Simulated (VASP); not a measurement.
## What a change does: single-point calculation on CdTe

System: CdTe (F-43m, 2 atoms in the cell).
Method of run 1: Kohn-Sham DFT of a periodic cell, LDA, spin-orbit coupling, VASP PAW LDA potentials, recommended (VASP 6.6.1).

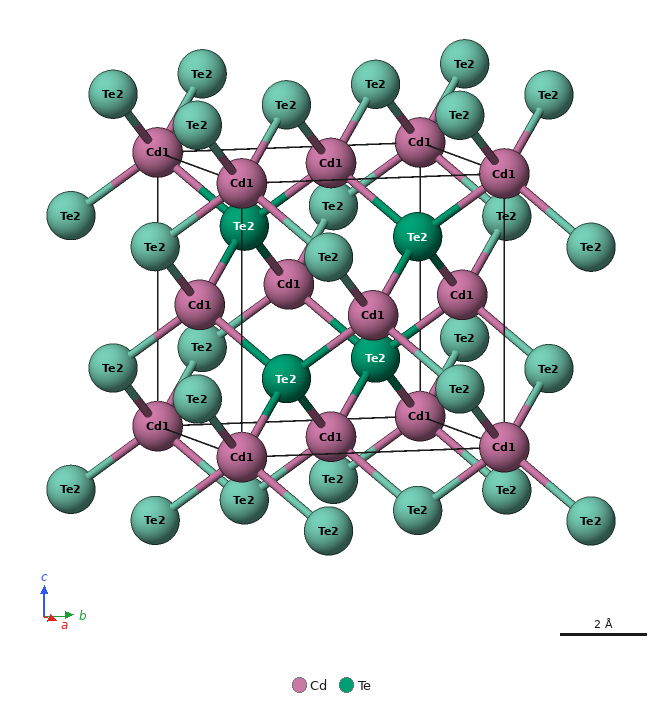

Fig. 1: The structure as given in the input (ball-and-stick view of the cell 4 times as large as that of the calculation, set on its symmetry axes, seen slightly off an axis; neighbours outside the cell are drawn fainter; atoms are numbered from 1 in the order of the input). Near neighbours in the crystal (not all of them lie inside the picture): Cd has 4 Te at 2.81 Å; Te has 4 Cd at 2.81 Å.

### INCAR, run 1
```
SYSTEM = CdTe
  PREC = Accurate
  ENCUT = 520
  EDIFF = 1E-7
  ISMEAR = 0
  SIGMA = 0.02
  LREAL = .FALSE.
  LASPH = .TRUE.
  NELM = 60
  ALGO = Fast
  ISIF = 2
  LWAVE = .FALSE.
  LCHARG = .FALSE.
  LNONCOLLINEAR = .TRUE.
  MAGMOM = 0 0 0 0 0 0
  LORBIT = 11
  LSORBIT = .TRUE.
  GGA_COMPAT = .FALSE.
  GGA = CA
```

### KPOINTS, run 1
```
Automatic mesh
0
G
  8 8 8
  0 0 0
```

### POSCAR, run 1
```
CdTe
1.0
    0.0000000000      3.2405000000      3.2405000000
    3.2405000000      0.0000000000      3.2405000000
    3.2405000000      3.2405000000      0.0000000000
Cd Te
1 1
Direct
    0.0000000000      0.0000000000      0.0000000000
    0.2500000000      0.2500000000      0.2500000000
```

Launched with:
```bash
cat potpaw_LDA.64/Cd/POTCAR potpaw_LDA.64/Te/POTCAR > POTCAR
mpirun -np 1 vasp_ncl > vasp.out
```

Hardware: 1 thread of Intel Xeon @ 2.50GHz (Skylake/Cascade Lake), 128 GiB of memory available, shared host.

### OSZICAR and lines of OUTCAR (run 1)
```
N       E                     dE             d eps       ncg     rms          rms(c)
DAV:   1     0.113253772783E+03    0.11325E+03   -0.81060E+03  2236   0.120E+03
DAV:   2    -0.617022134044E+00   -0.11387E+03   -0.11012E+03  2448   0.294E+02
DAV:   3    -0.634250505820E+01   -0.57255E+01   -0.56925E+01  2652   0.673E+01
DAV:   4    -0.642053614165E+01   -0.78031E-01   -0.77971E-01  2782   0.667E+00
DAV:   5    -0.642163417914E+01   -0.10980E-02   -0.10980E-02  2546   0.769E-01    0.628E+00
RMM:   6    -0.620202165430E+01    0.21961E+00   -0.44214E-01  2239   0.550E+00    0.470E+00
RMM:   7    -0.618030267735E+01    0.21719E-01   -0.87180E-02  2322   0.179E+00    0.229E+00
RMM:   8    -0.617830951562E+01    0.19932E-02   -0.51052E-03  2478   0.642E-01    0.903E-01
RMM:   9    -0.617758226765E+01    0.72725E-03   -0.12981E-03  2443   0.338E-01    0.195E-01
RMM:  10    -0.617755590271E+01    0.26365E-04   -0.40580E-04  2498   0.142E-01    0.458E-02
RMM:  11    -0.617756340009E+01   -0.74974E-05   -0.55339E-05  2705   0.563E-02    0.184E-02
RMM:  12    -0.617756456781E+01   -0.11677E-05   -0.49193E-06  2652   0.243E-02    0.108E-02
RMM:  13    -0.617756476116E+01   -0.19335E-06   -0.12065E-06  2779   0.109E-02    0.751E-03
RMM:  14    -0.617756475070E+01    0.10461E-07   -0.15971E-07  1897   0.416E-03
   1 F= -.61775648E+01 E0= -.61775648E+01  d E =-.317810E-21  mag=     0.0000    -0.0000     0.0000
[... from OUTCAR:]
  free energy    TOTEN  =        -6.17756475 eV
  energy without entropy =       -6.17756475  energy(sigma->0) =       -6.17756475
 E-fermi :   2.5853     XC(G=0):  -8.9470     alpha+bet : -7.4829
  free  energy   TOTEN  =        -6.1775647507 eV
  energy  without entropy=       -6.1775647507  energy(sigma->0) =       -6.17756475
```

The input of run 2 differs as follows (lines with − go, lines with + come):
```diff
-  ALGO = Fast
+  ALGO = Normal
-  GGA = CA
+  METAGGA = R2SCAN
+  LMIXTAU = .TRUE.
```

What does this change do to the results?

The total energies belong to different methods, so their difference says nothing on which is more stable or more accurate. The gap on the mesh goes from 0.28 to 1.01 eV. The pressure goes from −1.15 to 1.69 GPa. The functional changes from LDA to R2SCAN. The SCF takes 19 iterations against 14. On the same kind of shared host run 2 took about 4.7 times as long.

### OSZICAR and lines of OUTCAR (run 2)
```
N       E                     dE             d eps       ncg     rms          rms(c)
DAV:   1     0.688146225314E+02    0.68815E+02   -0.82979E+03  2236   0.123E+03
DAV:   2    -0.457283906989E+02   -0.11454E+03   -0.11084E+03  2442   0.296E+02
DAV:   3    -0.512577413518E+02   -0.55294E+01   -0.54991E+01  2642   0.669E+01
DAV:   4    -0.513201328835E+02   -0.62392E-01   -0.62341E-01  2708   0.618E+00
DAV:   5    -0.513210598212E+02   -0.92694E-03   -0.92691E-03  2564   0.709E-01    0.614E+00
DAV:   6    -0.469383373977E+02    0.43827E+01   -0.32373E+00  2274   0.274E+01    0.728E+00
DAV:   7    -0.467531851303E+02    0.18515E+00   -0.26327E-01  2278   0.666E+00    0.468E+00
DAV:   8    -0.467659422498E+02   -0.12757E-01   -0.19581E-01  2326   0.474E+00    0.133E+00
DAV:   9    -0.467454840142E+02    0.20458E-01   -0.13473E-01  2250   0.367E+00    0.618E-01
DAV:  10    -0.467044993255E+02    0.40985E-01   -0.17436E-02  2244   0.128E+00    0.266E-01
DAV:  11    -0.467495644189E+02   -0.45065E-01   -0.15617E-02  2236   0.119E+00    0.143E-01
DAV:  12    -0.467495108312E+02    0.53588E-04   -0.63144E-04  2352   0.278E-01    0.496E-02
DAV:  13    -0.467496283968E+02   -0.11757E-03   -0.42762E-04  2250   0.201E-01    0.577E-02
DAV:  14    -0.467492215684E+02    0.40683E-03   -0.42705E-04  2368   0.179E-01    0.237E-02
DAV:  15    -0.467495847268E+02   -0.36316E-03   -0.12629E-04  2258   0.105E-01    0.243E-02
DAV:  16    -0.467497138180E+02   -0.12909E-03   -0.51823E-05  2298   0.627E-02    0.145E-02
DAV:  17    -0.467497499784E+02   -0.36160E-04   -0.22832E-05  2250   0.494E-02    0.351E-03
DAV:  18    -0.467497506308E+02   -0.65237E-06   -0.24297E-06  2462   0.159E-02    0.198E-03
DAV:  19    -0.467497506614E+02   -0.30615E-07   -0.11450E-07  1984   0.358E-03
   1 F= -.46749751E+02 E0= -.46749751E+02  d E =-.150105E-25  mag=    -0.0000     0.0000     0.0000
[... from OUTCAR:]
  free energy    TOTEN  =       -46.74975066 eV
  energy without entropy =      -46.74975066  energy(sigma->0) =      -46.74975066
 E-fermi :   2.5080     XC(G=0):  -9.1043     alpha+bet : -7.4285
  free  energy   TOTEN  =       -46.7497506614 eV
  energy  without entropy=      -46.7497506614  energy(sigma->0) =      -46.74975066
```

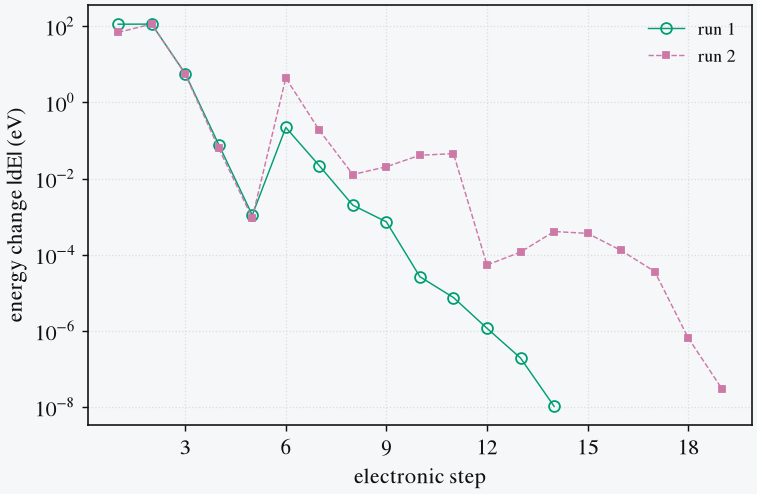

Fig. 2: Convergence of the two runs: energy change |dE| against the electronic step. Run 1 takes 14 steps in all, and run 2 takes 19.

### The two runs side by side

| quantity | run 1 | run 2 |
| --- | --- | --- |
| outcome | converged | converged |
| free energy per atom (eV) | −3.0888 | −23.3749 |
| gap on the mesh (eV) | 0.28 | 1.01 |
| pressure (GPa) | −1.15 | 1.69 |
| largest force (eV/Å) | 0.000 | 0.000 |
| SCF iterations | 14 | 19 |
| irreducible k-points | 43 | 43 |
| net moment of the cell (μB) | 0.00 | 0.00 |
| plane waves at Γ | 3710 | 3710 |
